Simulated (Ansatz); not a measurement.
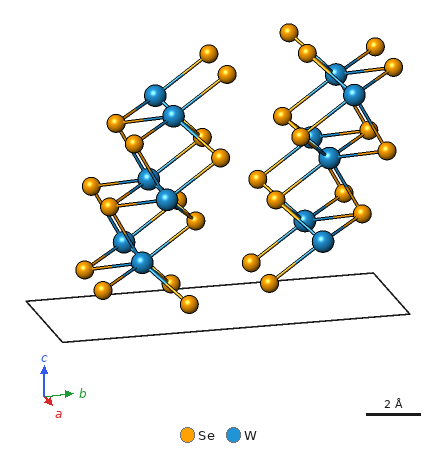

A slab of composition W$_{3}$Se$_{7}$ (cut from the P6_3/mmc phase), before the relaxation. The picture is a ball-and-stick view of the 2 × 1 repeat of the cell, outlined in the plane, without the vacuum (origin shifted), seen slightly off an axis.

Case: (1 0 1) slab, atoms relaxed. The slab is the (1 0 1) face of WSe2.

Method: DFT PBEsol, scalar-relativistic, plane waves, PAW in Ansatz 0.2.0.

Input file:
```yaml
crystal:
  lattice:
    - [3.2711503925, 0.0, 0.0]
    - [-1.6355751962, 13.5207768413, 0.0]
    - [0.0, 0.0, 23.5498361009]
  atoms:
    - { symbol: Se, position: [0.2093066358, 0.4186132716, 0.318473554] }
    - { symbol: Se, position: [0.8345928058, 0.6691856117, 0.3286551806] }
    - { symbol: Se, position: [0.0882510926, 0.1765021853, 0.3482591397] }
    - { symbol: W, position: [0.6560954378, 0.3121908757, 0.3725742653] }
    - { symbol: W, position: [0.9097537246, 0.8195074493, 0.3921782245] }
    - { symbol: Se, position: [0.4775980698, 0.9551961397, 0.41649335] }
    - { symbol: Se, position: [0.7312563566, 0.4625127133, 0.4360973092] }
    - { symbol: Se, position: [0.3565425267, 0.7130850533, 0.4462789357] }
    - { symbol: Se, position: [0.6102008135, 0.2204016269, 0.4658828949] }
    - { symbol: W, position: [0.1780451587, 0.3560903173, 0.4901980204] }
    - { symbol: W, position: [0.4317034455, 0.8634068909, 0.5098019796] }
    - { symbol: Se, position: [0.9995477906, 0.9990955813, 0.5341171051] }
    - { symbol: Se, position: [0.2532060775, 0.5064121549, 0.5537210643] }
    - { symbol: Se, position: [0.8784922475, 0.756984495, 0.5639026908] }
    - { symbol: Se, position: [0.1321505343, 0.2643010686, 0.58350665] }
    - { symbol: W, position: [0.6999948795, 0.399989759, 0.6078217755] }
    - { symbol: W, position: [0.9536531663, 0.9073063326, 0.6274257347] }
    - { symbol: Se, position: [0.5214975115, 0.0429950229, 0.6517408603] }
    - { symbol: Se, position: [0.7751557983, 0.5503115966, 0.6713448194] }
    - { symbol: Se, position: [0.4004419683, 0.8008839366, 0.681526446] }
basis:
  ecutwfc: 420
kpoints:
  mp_grid: { grid: [8, 2, 1] }
hamiltonian:
  xc: pbesol
scf:
  occupations: { method: gaussian, width: 0.05 }
output:
  forces: true
  eigenvalues: true
  write_density: true
  write_potential: true
  elf: true
  volumetric_format: npy
relax:
  adjacent_minimum: "off"
  f_tol: 0.02
  max_steps: 60
efield:
  axis: 3
  dipole_correction: true
  ramp_width: 0.04
```

Launched with:
```bash
ansatz run input.yaml --threads 2 --pin off --max-ram 5120MiB --backend cpu --events-out ev --progress --plain --runs-dir out
```

> What does the optimiser find from here?

After 12 accepted moves (13 points after the start) the energy has fallen by 2.544 eV per cell of the calculation. Largest force component: 2.4 eV/Å at the start, 0.011 eV/Å at the end. The line search rejected the trial step at point 11 of the run. The largest moves relative to the layer's centre, 1.52 Å, are those of Se2 and Se19. Se19 goes at 65° to the normal (+c side). By element the largest moves are Se 1.52 Å, W 0.35 Å. The lattice vectors keep their values. Some distances before and after: Se13–Se19 3.271 → 3.825 Å, Se9–Se12 3.770 → 3.352 Å, Se15–Se18 3.770 → 3.357 Å, Se2–W5 2.524 → 2.272 Å. Among the angles between lasting bonds that change: Se15–W16–Se19 136.1° → 108.1°, Se13–W16–Se19 80.8° → 106.4°, Se13–W16–Se15 136.1° → 145.5°.

The end point in the same view:

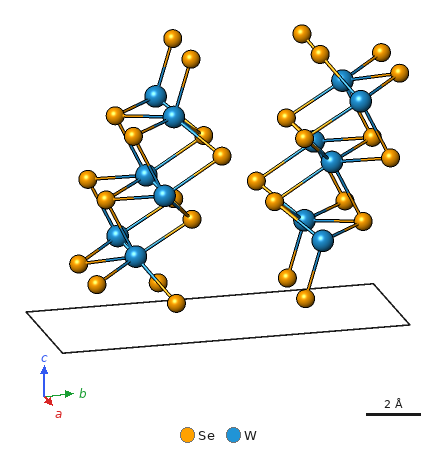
